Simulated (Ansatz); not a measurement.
Si (space group Fd-3m, No. 227): the input geometry of an electronic-structure calculation (not necessarily at equilibrium).

```
CELL_PARAMETERS angstrom
5.44424 0.00000 0.00000
0.00000 5.44424 0.00000
0.00000 0.00000 5.44424
ATOMIC_POSITIONS crystal
Si 0.25000 0.75000 0.25000
Si 0.00000 0.00000 0.50000
Si 0.25000 0.25000 0.75000
Si 0.00000 0.50000 0.00000
Si 0.75000 0.75000 0.75000
Si 0.50000 0.00000 0.00000
Si 0.75000 0.25000 0.25000
Si 0.50000 0.50000 0.50000
```

Bonds are taken as Si–Si below 2.7 Å; no other contact counts. Simplification: prune 0- and 1-connected atoms, fold 2-connected ones into links.

Derive the underlying net.

The result is a uninodal 4-connected, three-periodic net: Si is a 4-connected node. It is the dia net, known from diamond, zinc blende and cristobalite. It is a single net, without interpenetration.

```csv
node,links,point symbol,coordination sequence
Si,4,6⁶,4 12 24 42 64 92 124 162 204 252
```

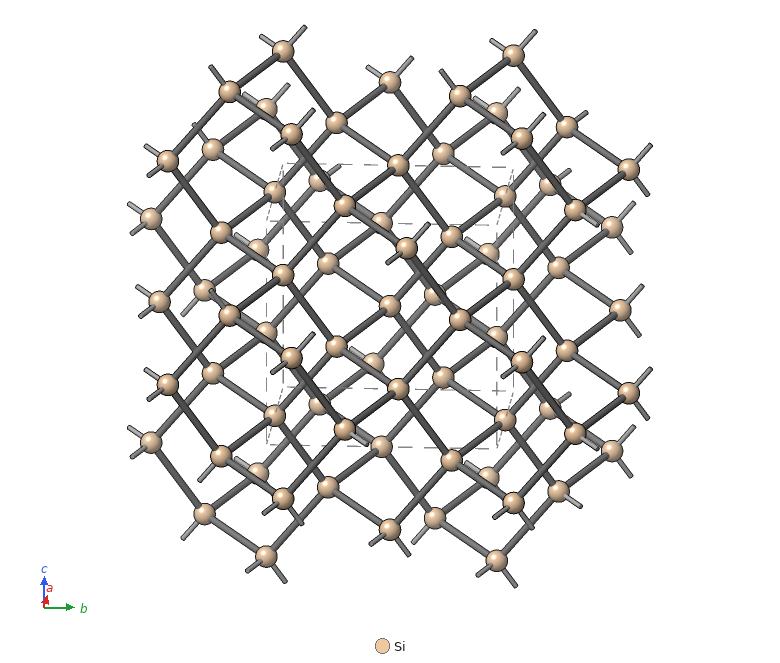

Nodes are coloured by element. Edges to nodes outside the piece are drawn as stubs.
